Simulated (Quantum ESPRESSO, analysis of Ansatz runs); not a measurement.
# Migration in Al2O3 (R-3c): V_O hop (2.6 Å), charge 0 (Quantum ESPRESSO), part 2 of 3

Aim: the barrier of one jump in Al2O3 (R-3c) at charge 0: V_O hop (2.6 Å). The model is a cell of 80 host atoms with 1 O taken out; O is the atom that moves.

Quantum ESPRESSO 7.5; Quantum ESPRESSO plane-wave DFT, PBEsol, GBRV 1.5 PBEsol potentials; nudged elastic band between two relaxed defect structures.

So far: Set-up; Relaxation of the start point, charge 0.

### 2. Relaxation of the start point, charge 0 (continued)

Level of this step: Quantum ESPRESSO plane-wave DFT, PBEsol, GBRV 1.5 PBEsol potentials; relaxation of all atoms of a defect supercell (Quantum ESPRESSO).

Step by step:

```csv
step,energy less that of the first step (eV)
0,0.0000
1,-0.1999
2,-0.2816
3,-0.2994
4,-0.3128
5,-0.3191
6,-0.3218
7,-0.3240
8,-0.3250
```

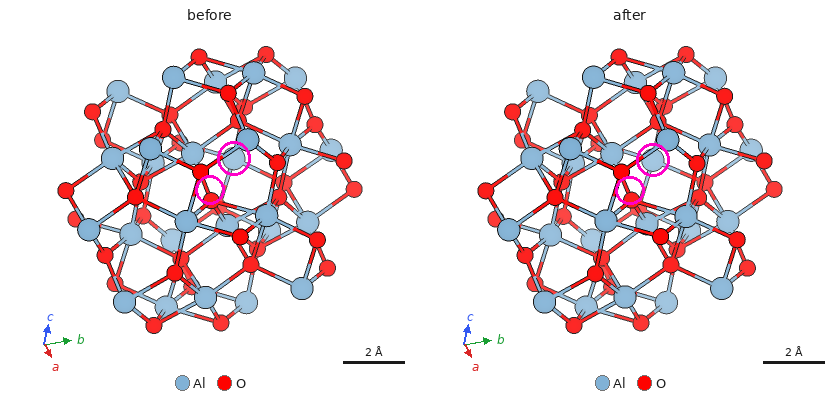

Before and after: the atoms that start within 5 Å of the centre. Al2, which moves most, is ringed if it is among them. A ring with no atom in it marks the empty centre.

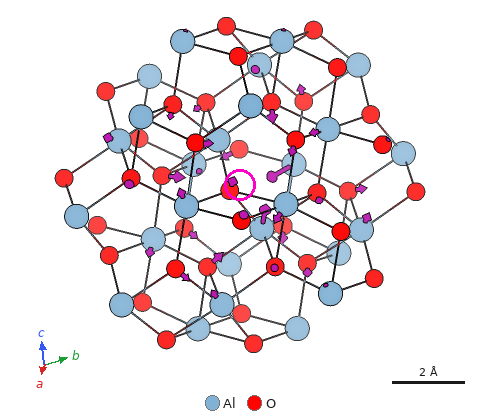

Displacements in the relaxation near the centre, exaggerated; the longest in the cell stands for 0.12 Å. A ring marks the centre wherever it is empty.

The atoms that moved most (Å):

```csv
atom,dx,dy,dz,length
Al2,0.094,0.009,0.070,0.118
Al41,-0.050,-0.043,-0.046,0.080
O79,-0.042,0.023,-0.009,0.048
O56,0.010,0.033,-0.022,0.041
O46,-0.039,-0.009,0.003,0.040
O18,0.035,-0.002,-0.014,0.037
Al42,0.026,0.015,-0.019,0.035
O57,-0.009,-0.014,0.030,0.034
```

Neighbours of O57 at the end:

```csv
atom,distance (Å)
Al53,1.854
Al13,1.871
Al42,1.969
Al41,1.984
O7,2.530
O64,2.532
O9,2.630
O79,2.719
O59,2.726
O55,2.733
O46,2.734
```

Numbers from this step:

```yaml
highest_filled_level: 9.679 eV
lowest_empty_level: 13.69 eV
r_m_s_move_of_the_farther_half_of_the_atoms: 0.005632 Å
largest_move_from_the_ideal_geometry_of_this_structure_a_common_shift_of_the_far_atoms_taken_out: 0.09890 Å
```

The relaxation gained 0.325 eV and ended with a largest force component of 0.030 eV/Å.

### 3. Relaxation of the end point, charge 0

The end point is relaxed in the same cell and settings, so that the two energies compare. Atoms more than 3.2 Å from the middle of the hop start where the first relaxation left them, the nearer ones on or close to their ideal places, with small random displacements.

Input file pw.in:

```
&CONTROL
  calculation = 'relax'
  prefix = 'pwscf'
  outdir = './tmp'
  pseudo_dir = './pseudo'
  tprnfor = .true.
  disk_io = 'low'
  nstep = 70
  forc_conv_thr = 0.0012
  etot_conv_thr = 0.0001
/
&SYSTEM
  ibrav = 0
  nat = 79
  ntyp = 2
  ecutwfc = 36
  ecutrho = 288
  nbnd = 193
  occupations = 'fixed'
  nosym = .true.
/
&ELECTRONS
  conv_thr = 8d-08
  electron_maxstep = 100
  mixing_beta = 0.5
/
&IONS
  ion_dynamics = 'bfgs'
/
ATOMIC_SPECIES
Al    26.9815 al_pbesol_v1.uspp.F.UPF
O     15.9990 o_pbesol_v1.2.uspp.F.UPF
CELL_PARAMETERS angstrom
   4.7750098535    2.7568532772    8.6755440955
  -4.7750098535    2.7568532772    8.6755440955
   0.0000000000   -5.5137065544    8.6755440955
ATOMIC_POSITIONS crystal
Al     0.3239278299    0.3248705064    0.3244542170
Al     0.4259733911    0.4270710336    0.4249870479
[... 4 atom lines left out ...]
O      0.0277631419    0.3761689413    0.2211907468
[... 8 atom lines left out ...]
O      0.4721281340    0.1255123090    0.7784718521
[... 24 atom lines left out ...]
Al     0.8241765743    0.3245478700    0.3227086603
Al     0.9269774140    0.4264569004    0.4250422522
[... 3 atom lines left out ...]
O      0.9715206267    0.1252227381    0.2789891806
[... 5 atom lines left out ...]
Al     0.5731585351    0.0737408281    0.5738895459
Al     0.6753804152    0.1772030851    0.6754233795
[... 2 atom lines left out ...]
O      0.5282021634    0.3759836773    0.7210314487
O      0.6241183967    0.2786615972    0.4727571696
[... 6 atom lines left out ...]
O      0.7216837521    0.5269503382    0.3758866150
[... 7 atom lines left out ...]
Al     0.5742483563    0.5747680052    0.5727566139
[... 6 atom lines left out ...]
O      0.7773467125    0.9727575148    0.6241679416
K_POINTS gamma
```

Command:

```console
$ OMP_NUM_THREADS=1 mpirun -n 8 pw.x -in pw.in > pw.out
```

What it wrote:

```text
[shortened: banners, details of potentials and solvers, and blank lines are left out]
[banner, memory and clock lines left out]
     gamma-point specific algorithms are used
     one sub-group per band group will be used
     bravais-lattice index     =            0
     lattice parameter (alat)  =      19.4252  a.u.
     unit-cell volume          =    4624.1562 (a.u.)^3
     number of atoms/cell      =           79
     number of atomic types    =            2
     number of electrons       =       378.00
     number of Kohn-Sham states=          193
     kinetic-energy cutoff     =      36.0000  Ry
     charge density cutoff     =     288.0000  Ry
     scf convergence threshold =      8.0E-08
     mixing beta               =       0.5000
     number of iterations used =            8  plain     mixing
     energy convergence thresh.=      1.0E-04
     force convergence thresh. =      1.2E-03
     Exchange-correlation= SLA  PW   PSX  PSC
                           (   1   4  10   8   0   0   0)
     nstep                     =           70
     crystal axes: (cart. coord. in units of alat)
               a(1) = (   0.464522   0.268192   0.843974 )
               a(2) = (  -0.464522   0.268192   0.843974 )
               a(3) = (   0.000000  -0.536384   0.843974 )
     PseudoPot. # 1 for Al read from file:
     al_pbesol_v1.uspp.F.UPF
     Pseudo is Ultrasoft + core correction, Zval =  3.0
[...]
PseudoPot. # 2 for O  read from file:
     o_pbesol_v1.2.uspp.F.UPF
     Pseudo is Ultrasoft + core correction, Zval =  6.0
[...]
atomic species   valence    mass     pseudopotential
     Al                3.00    26.98150     Al( 1.00)
     O                 6.00    15.99900     O ( 1.00)
     No symmetry found
     site n.     atom                  positions (alat units)
         1        Al     tau(   1) = (  -0.0004379  -0.0000295   0.8213998  )
         2        Al     tau(   2) = (  -0.0005099   0.0008234   1.0786253  )
         3        Al     tau(   3) = (  -0.0000903  -0.0000066   0.1871880  )
         4        Al     tau(   4) = (  -0.0020039  -0.0015564   0.4456788  )
         5        O      tau(   5) = (   0.0892700  -0.1349326   0.5273289  )
         6        O      tau(   6) = (   0.1608872   0.0110201   0.7385867  )
         7        O      tau(   7) = (  -0.1618423  -0.0103118   0.5275874  )
         8        O      tau(   8) = (   0.0708674   0.1451839   0.5271421  )
[...]
number of k points=     1
                       cart. coord. in units 2pi/alat
        k(    1) = (   0.0000000   0.0000000   0.0000000), wk =   2.0000000
     Dense  grid:   190929 G-vectors     FFT dimensions: ( 108, 108, 108)
     Smooth grid:    67502 G-vectors     FFT dimensions: (  75,  75,  75)
     starting charge     377.9246, renormalised to     378.0000
     Self-consistent Calculation
     iteration #  1     ecut=    36.00 Ry     beta= 0.50
     total energy              =   -1734.12573076 Ry
     estimated scf accuracy    <      14.99812533 Ry
     iteration #  2     ecut=    36.00 Ry     beta= 0.50
     total energy              =   -1738.52756996 Ry
     estimated scf accuracy    <       1.45059407 Ry
     iteration #  3     ecut=    36.00 Ry     beta= 0.50
     total energy              =   -1738.59439549 Ry
     estimated scf accuracy    <       0.15038323 Ry
[...]
estimated scf accuracy    <       0.00006633 Ry
     iteration #  8     ecut=    36.00 Ry     beta= 0.50
     total energy              =   -1738.63465787 Ry
     estimated scf accuracy    <       0.00000339 Ry
     iteration #  9     ecut=    36.00 Ry     beta= 0.50
     total energy              =   -1738.63465909 Ry
     estimated scf accuracy    <       0.00000017 Ry
     iteration # 10     ecut=    36.00 Ry     beta= 0.50
     End of self-consistent calculation
          k = 0.0000 0.0000 0.0000 (  8449 PWs)   bands (ev):
   -11.7473 -10.7682 -10.7519 -10.6642 -10.6531 -10.6314 -10.6076 -10.5972
   -10.5809 -10.5635 -10.5451 -10.3808  -9.9315  -9.9077  -9.8484  -9.7064
    -9.6711  -9.6579  -9.5224  -9.5044  -9.4617  -9.4038  -9.2861  -9.2318
    -9.2135  -9.1634  -9.1443  -9.1254  -9.1170  -9.1061  -9.0872  -9.0695
    -9.0410  -9.0185  -9.0025  -8.9867  -8.9767  -8.9695  -8.9561  -8.9486
    -8.9454  -8.9269  -8.7846  -8.7606  -8.7136  -8.7004  -8.6684   0.4625
     0.8587   0.8848   0.8921   0.9232   0.9433   1.0188   1.1430   1.2503
     1.2596   1.4515   1.5660   1.6438   1.7032   1.7505   1.7709   1.8259
[...]
15.2149
     highest occupied, lowest unoccupied level (ev):    10.1133   13.6941
!    total energy              =   -1738.63465908 Ry
     estimated scf accuracy    <       0.00000004 Ry
     The total energy is the sum of the following terms:
     one-electron contribution =    -324.48538984 Ry
     hartree contribution      =     435.61681990 Ry
     xc contribution           =    -486.02018432 Ry
     ewald contribution        =   -1363.74590482 Ry
     convergence has been achieved in  10 iterations
     Forces acting on atoms (cartesian axes, Ry/au):
     atom    1 type  1   force =     0.01236970    0.00118702   -0.00910089
     atom    2 type  1   force =     0.00999949   -0.00621760    0.00520854
     atom    3 type  1   force =     0.00189005    0.00543771   -0.00293479
     atom    4 type  1   force =     0.01699228    0.00869871    0.00246576
     atom    5 type  2   force =     0.00645635    0.00898224   -0.00274609
     atom    6 type  2   force =    -0.00019609   -0.00068938   -0.00178835
     atom    7 type  2   force =     0.00004329   -0.00894936   -0.00514617
     atom    8 type  2   force =    -0.00309449   -0.00686937    0.00075476
[...]
Total force =     0.090826     Total SCF correction =     0.000122
     BFGS Geometry Optimization
     Energy error            =      8.2E-03 Ry
     Gradient error          =      3.5E-02 Ry/Bohr
     number of scf cycles    =   1
     number of bfgs steps    =   0
     energy             new  =   -1738.6346590798 Ry
     new trust radius        =       0.0373248492 bohr
     new conv_thr            =       0.0000000800 Ry
ATOMIC_POSITIONS (crystal)
Al               0.3244661829        0.3240380215        0.3241932271
Al               0.4264344636        0.4264239405        0.4254907710
Al               0.0740489832        0.0740338633        0.0735317589
Al               0.1741697980        0.1766004799        0.1774519013
O                0.2210962338        0.0282047842        0.3753480630
O                0.4716639649        0.1253358974        0.2780208448
[...]
convergence has been achieved in   6 iterations
     Forces acting on atoms (cartesian axes, Ry/au):
[...]
Total force =     0.022619     Total SCF correction =     0.000127
[...]
number of scf cycles    =   4
     number of bfgs steps    =   3
     energy             old  =   -1738.6429053396 Ry
     energy             new  =   -1738.6439377301 Ry
     CASE: energy            _new < energy            _old
     new trust radius        =       0.0364038113 bohr
[...]
ATOMIC_POSITIONS (crystal)
[...]
Self-consistent Calculation
[...]
k = 0.0000 0.0000 0.0000 (  8449 PWs)   bands (ev):
[...]
highest occupied, lowest unoccupied level (ev):     9.6887   13.6910
!    total energy              =   -1738.64466261 Ry
[...]
convergence has been achieved in   7 iterations
     Forces acting on atoms (cartesian axes, Ry/au):
[...]
Total force =     0.016562     Total SCF correction =     0.000041
[...]
number of scf cycles    =   5
     number of bfgs steps    =   4
     energy             old  =   -1738.6439377301 Ry
     energy             new  =   -1738.6446626097 Ry
     CASE: energy            _new < energy            _old
     new trust radius        =       0.0222195654 bohr
[...]
ATOMIC_POSITIONS (crystal)
[...]
Self-consistent Calculation
[...]
k = 0.0000 0.0000 0.0000 (  8449 PWs)   bands (ev):
[...]
highest occupied, lowest unoccupied level (ev):     9.6772   13.6889
!    total energy              =   -1738.64503376 Ry
[...]
convergence has been achieved in   6 iterations
     Forces acting on atoms (cartesian axes, Ry/au):
[...]
Total force =     0.012228     Total SCF correction =     0.000118
[...]
number of scf cycles    =   6
     number of bfgs steps    =   5
     energy             old  =   -1738.6446626097 Ry
     energy             new  =   -1738.6450337556 Ry
     CASE: energy            _new < energy            _old
     new trust radius        =       0.0124648187 bohr
[...]
ATOMIC_POSITIONS (crystal)
[...]
Self-consistent Calculation
[...]
k = 0.0000 0.0000 0.0000 (  8449 PWs)   bands (ev):
[...]
highest occupied, lowest unoccupied level (ev):     9.6776   13.6877
!    total energy              =   -1738.64523935 Ry
[...]
convergence has been achieved in   6 iterations
     Forces acting on atoms (cartesian axes, Ry/au):
[...]
Total force =     0.008713     Total SCF correction =     0.000054
[...]
number of scf cycles    =   7
     number of bfgs steps    =   6
     energy             old  =   -1738.6450337556 Ry
     energy             new  =   -1738.6452393506 Ry
     CASE: energy            _new < energy            _old
     new trust radius        =       0.0065264805 bohr
[...]
ATOMIC_POSITIONS (crystal)
[...]
Self-consistent Calculation
[...]
k = 0.0000 0.0000 0.0000 (  8449 PWs)   bands (ev):
[...]
highest occupied, lowest unoccupied level (ev):     9.6792   13.6874
!    total energy              =   -1738.64533584 Ry
[...]
convergence has been achieved in   6 iterations
     Forces acting on atoms (cartesian axes, Ry/au):
[...]
Total force =     0.006259     Total SCF correction =     0.000044
[...]
number of scf cycles    =   8
     number of bfgs steps    =   7
     energy             old  =   -1738.6452393506 Ry
     energy             new  =   -1738.6453358376 Ry
     CASE: energy            _new < energy            _old
     new trust radius        =       0.0036335944 bohr
[...]
ATOMIC_POSITIONS (crystal)
[...]
Self-consistent Calculation
     iteration #  1     ecut=    36.00 Ry     beta= 0.50
     total energy              =   -1738.64538731 Ry
     estimated scf accuracy    <       0.00002259 Ry
     iteration #  2     ecut=    36.00 Ry     beta= 0.50
     total energy              =   -1738.64538891 Ry
     estimated scf accuracy    <       0.00000239 Ry
     iteration #  3     ecut=    36.00 Ry     beta= 0.50
     total energy              =   -1738.64538926 Ry
     estimated scf accuracy    <       0.00000027 Ry
     iteration #  4     ecut=    36.00 Ry     beta= 0.50
     total energy              =   -1738.64538931 Ry
     estimated scf accuracy    <       0.00000004 Ry
     iteration #  5     ecut=    36.00 Ry     beta= 0.50
     total energy              =   -1738.64538931 Ry
     estimated scf accuracy    <          4.0E-09 Ry
     iteration #  6     ecut=    36.00 Ry     beta= 0.50
     End of self-consistent calculation
          k = 0.0000 0.0000 0.0000 (  8449 PWs)   bands (ev):
   -11.7245 -10.7479 -10.7225 -10.6099 -10.6076 -10.5945 -10.5934 -10.5853
   -10.5765 -10.5647 -10.5366 -10.3750  -9.9148  -9.8938  -9.8405  -9.6699
    -9.6613  -9.6365  -9.5057  -9.4927  -9.4379  -9.3620  -9.2312  -9.2119
    -9.1771  -9.1285  -9.1164  -9.1125  -9.1043  -9.1016  -9.0944  -9.0558
    -9.0308  -8.9834  -8.9815  -8.9682  -8.9608  -8.9575  -8.9524  -8.9447
    -8.9378  -8.9277  -8.7710  -8.7381  -8.7040  -8.7002  -8.6837   0.4863
     0.9003   0.9119   0.9162   0.9412   0.9627   1.0241   1.1470   1.2669
     1.2706   1.4773   1.5618   1.6729   1.7190   1.7748   1.7785   1.8491
[...]
14.9938
     highest occupied, lowest unoccupied level (ev):     9.6780   13.6874
!    total energy              =   -1738.64538931 Ry
     estimated scf accuracy    <          2.6E-10 Ry
     The total energy is the sum of the following terms:
     one-electron contribution =    -322.27546703 Ry
     hartree contribution      =     434.65695965 Ry
     xc contribution           =    -485.95866391 Ry
     ewald contribution        =   -1365.06821801 Ry
     convergence has been achieved in   6 iterations
     Forces acting on atoms (cartesian axes, Ry/au):
     atom    1 type  1   force =     0.00015164   -0.00001035    0.00026201
     atom    2 type  1   force =     0.00025595    0.00021397   -0.00000250
     atom    3 type  1   force =     0.00020803    0.00027435    0.00014499
     atom    4 type  1   force =     0.00057639    0.00051032    0.00020872
     atom    5 type  2   force =     0.00026547    0.00010509   -0.00039568
     atom    6 type  2   force =    -0.00038945   -0.00005700   -0.00020408
     atom    7 type  2   force =    -0.00012338    0.00033709   -0.00065678
     atom    8 type  2   force =     0.00054919   -0.00006453    0.00016345
[...]
Total force =     0.004551     Total SCF correction =     0.000034
     Energy error            =      5.3E-05 Ry
     Gradient error          =      9.8E-04 Ry/Bohr
     bfgs converged in   9 scf cycles and   8 bfgs steps
     (criteria: energy <  1.0E-04 Ry, force <  1.2E-03 Ry/Bohr)
     End of BFGS Geometry Optimization
     Final energy             =   -1738.6453893112 Ry
Begin final coordinates
ATOMIC_POSITIONS (crystal)
Al               0.3243257905        0.3239156654        0.3236775763
Al               0.4254615250        0.4263402675        0.4261679158
Al               0.0741705589        0.0738927692        0.0734199106
Al               0.1761524528        0.1755768171        0.1761776023
O                0.2206230942        0.0287333625        0.3753404329
O                0.4717136802        0.1248581310        0.2783637322
O                0.0268105263        0.3736948503        0.2245355498
O                0.3749675914        0.2218040656        0.0282134271
[...]
End final coordinates
```

Elapsed: 89 s, on 8 MPI ranks of Arm Neoverse V1, shared host; peak memory 1.3 GiB.

The steps of the relaxation:

```csv
step,energy less that of the first step (eV)
0,0.0000
1,-0.0774
2,-0.1122
3,-0.1262
4,-0.1361
5,-0.1412
6,-0.1440
7,-0.1453
8,-0.1460
```

The atoms that moved most (Å):

```csv
atom,dx,dy,dz,length
Al13,-0.090,0.000,-0.056,0.106
Al53,0.051,0.064,0.053,0.097
O7,0.007,-0.028,-0.001,0.029
Al4,0.023,0.014,-0.001,0.027
Al52,0.001,-0.001,0.024,0.024
Al11,0.017,0.013,-0.005,0.022
Al33,-0.014,-0.016,0.002,0.021
Al22,-0.014,-0.016,0.002,0.021
```

Neighbours of O57 at the end:

```csv
atom,distance (Å)
Al41,1.854
Al2,1.871
Al52,1.969
Al53,1.985
O16,2.531
O79,2.534
O18,2.629
O64,2.718
O45,2.726
O47,2.733
O56,2.733
```

This step gave:

| Quantity | Value |
| --- | --- |
| highest filled level | 9.678 eV |
| lowest empty level | 13.69 eV |
| r.m.s. move of the farther half of the atoms | 0.005769 Å |
| largest move from the ideal geometry of this structure, a common shift of the far atoms taken out | 0.09756 Å |

The relaxation gained 0.146 eV and ended with a largest force component of 0.025 eV/Å. The end lies within 1 meV of the start.

(Part 2 of 3 ends here.)

[Logs are printed without paths, hosts, clocks, repeated set-up lines and the standing remarks that a program may print on its own settings, such as how far it seeks lower states.]

[Hosts, paths, dates, database ids (printed as entryN), source tags and the programs' standing remarks are cut or masked in the printed files.]
